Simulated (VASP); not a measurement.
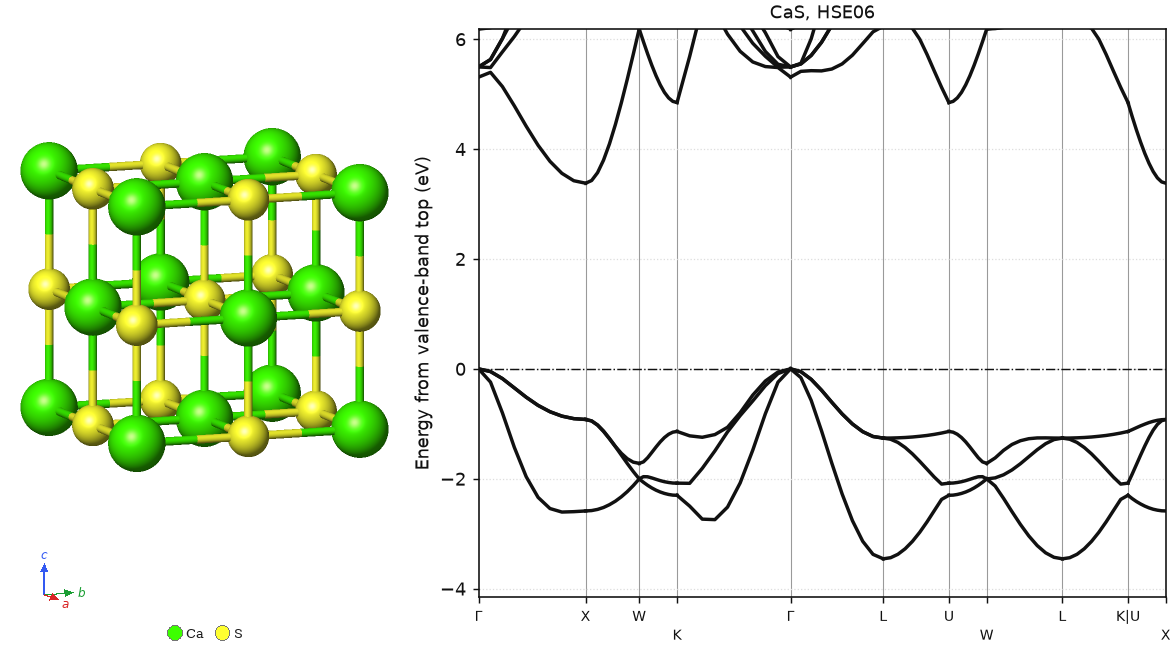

Band structure, beside the structure. Energies are counted from the top of the valence band.

The material is rocksalt CaS, space group Fm-3m, 2 atoms in the primitive cell; cubic a = 5.663 Å.

Method: HSE06, VASP PAW PBE potentials, release 64 (Ca_sv, S), no spin polarisation, no spin-orbit coupling, 6×6×6 k mesh, 520 eV cutoff, Gaussian smearing of 0.02 eV (VASP 6.6.1).

### Read off the fundamental gap and say whether it is direct.

The material is gapped. The gap along this path is 3.38 eV and indirect, from the valence-band top at Γ to the conduction-band bottom at X; the smallest direct gap is 4.30 eV, at X.

### What are the direct gaps at X, U and Γ?

The direct gaps are 4.30 eV at X, 5.99 eV at U and 5.31 eV at Γ.

### How many bands meet at the valence-band top?

Three bands meet at the valence-band top at Γ: it is triply degenerate (spin aside).

The PAW data sets were made with another functional. The k mesh is thin for exact exchange.
